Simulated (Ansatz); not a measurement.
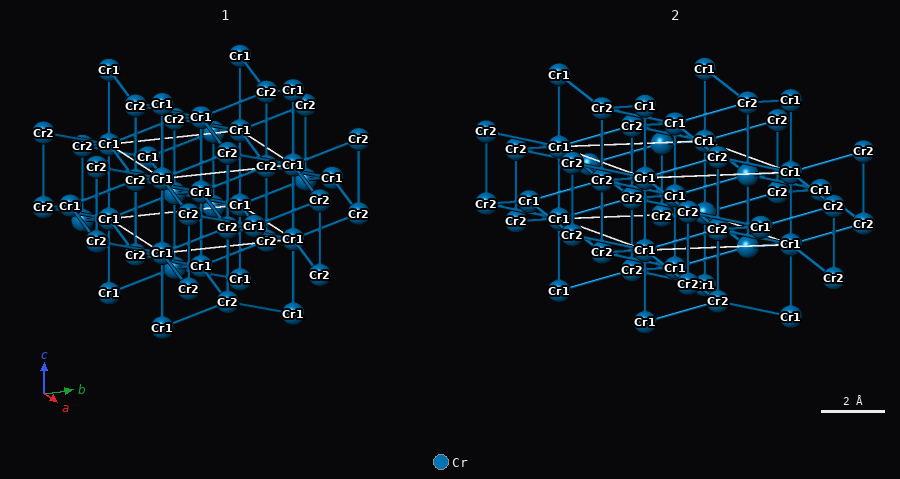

Two geometries of solid Cr (a generated structure, set up in I4_1/amd), drawn at one scale. One is the start of a relaxation, the other its converged end. A ball-and-stick model of the conventional cell (2 times the calculation's cell), seen slightly off an axis. Lengths and directions refer to the drawn axes.

The calculation used DFT, PBE, plane waves (420 eV) with PAW, scalar-relativistic (Ansatz 0.2.0). Set-up: plane-wave cutoff 420 eV; k-point mesh 14 × 14 × 10; occupations fermi dirac; smearing width 0.05 eV; collinear spin; cell and atoms relaxed; force threshold 0.01 eV/Å; at most 60 steps.

Q: Which of the two is the end point?

A: Structure 2 is the relaxed one. Phase: beta-Sn type. The energy falls by 543 meV per atom in 15 accepted moves (18 points after the start). The largest force component goes from 0.0012 to under 0.0001 eV/Å. The pressure goes from −3.99 to 0.00 GPa. The SCF was repeated 3 times at an unchanged geometry on a basis and grid sized afresh for the cell, which shifted the energy by 35.1 meV per atom at most. The atoms keep their places relative to the cell (all moves are under 0.005 Å). The drawn cell changes as follows: a = b 4.518 → 4.708 Å (+4.2 %), c 2.467 → 2.389 Å (−3.2 %), γ 90.0° → 62.7°; the volume changes by −6.5 %. Some distances before and after: Cr1–Cr1 3.425 → 2.726 Å, Cr1–Cr2 2.342 → 2.429 Å, Cr1–Cr1 (another image) 2.467 → 2.389 Å. Bond angles that change, for instance: Cr2–Cr1–Cr2 94.0° → 68.3°, Cr2–Cr1–Cr2 94.0° → 119.4°, Cr2–Cr1–Cr2 149.5° → 151.5°. The space group (tolerance 0.01 Å) goes from I4_1/amd (No. 141) to Fddd (No. 70). The program noted that the starting moments weren't kept.
